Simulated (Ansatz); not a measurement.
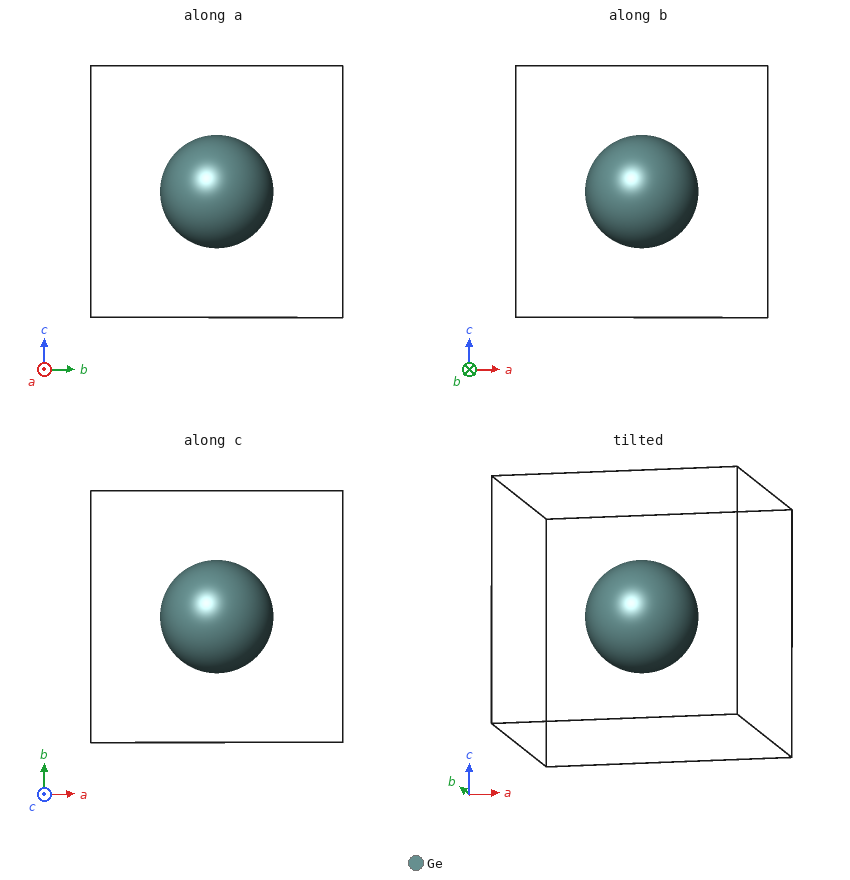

The image is a spheres-only drawing of a crystal, viewed along the a axis, along the b axis, along the c axis and slightly off an axis. Thin lines show the unit cell, with boundary atoms drawn in all their periodic places.

Lattice parameters: a = 2.6800 Å, b = 2.6800 Å, c = 2.6800 Å, α = 90.064°, β = 90.064°, γ = 89.936°.

Convert the drawing into a CIF in P1 with every atom of the cell.

Answer.
```cif
data_structure
_symmetry_space_group_name_H-M 'P 1'
_symmetry_Int_Tables_number 1
_cell_length_a 2.6800
_cell_length_b 2.6800
_cell_length_c 2.6800
_cell_angle_alpha 90.064
_cell_angle_beta 90.064
_cell_angle_gamma 89.936
_cell_volume 19.25
loop_
_atom_site_label
_atom_site_type_symbol
_atom_site_fract_x
_atom_site_fract_y
_atom_site_fract_z
_atom_site_occupancy
Ge1 Ge 0.5000 0.5000 0.5000 1
```

The cell started as a structure type filled with this element by a generator (whether the element takes this form wasn't checked). This is the structure after a relaxation with DFT r2SCAN, scalar-relativistic, plane waves, PAW in Ansatz 0.2.0.
